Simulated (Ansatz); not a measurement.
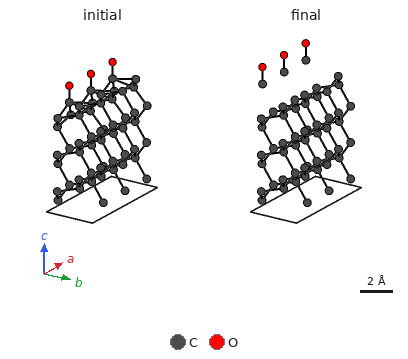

The structure of a slab of composition C$_{13}$O (cut from the Fd-3m phase) before (left) and after (right) a constrained relaxation, at one scale.

Style: ball-and-stick. Shown: the 3 × 1 repeat of the cell, outlined in the plane, without the vacuum, from a free direction.

Case: CO put at a hollow C-C-C site. The slab is the (1 1 0) face of C with CO on it. 6 atoms are held fixed.

Theory: DFT PBEsol, scalar-relativistic, plane waves, PAW in Ansatz. Settings: plane-wave cutoff 420 eV; k-point mesh 11 × 8 × 1; occupations gaussian; smearing width 0.05 eV; no spin polarisation; dipole correction; atoms relaxed in a fixed cell; force threshold 0.03 eV/Å; at most 70 steps.

> Describe what moved and what it gained.

The O atom moves most: 1.39 Å at 37° to the normal (+c side). Largest moves by element: O 1.39 Å, C 1.37 Å. The lattice vectors keep their values. Among the contacts that change: C–C 1.654 → 2.790 Å, C–C 1.805 → 2.825 Å, C–C 1.570 → 2.420 Å, C–C 1.599 → 2.378 Å. New bonds form: C–C (1.93 → 1.52 Å). Bonds break: C–C (1.65 → 2.79 Å). Bond angles that change, for instance: C–C–C 123.3° → 109.5°, C–C–C 100.0° → 110.4°, C–C–C 100.0° → 109.3°. The energy falls by 12.197 eV per cell of the calculation in 11 accepted moves (12 points after the start). Largest force component: 9.4 eV/Å at the start, 0.021 eV/Å at the end. 1 step only repeated the SCF at the same geometry. Cost: 19 min on 1 thread of Intel(R) Xeon(R) Processor @ 2.50GHz (Skylake/Cascade Lake), with other jobs on the host, peak memory 0.56 GiB.

Limits of the set-up: the periodic images lie only 2.5 Å apart, so the values are limited by the cell's size.
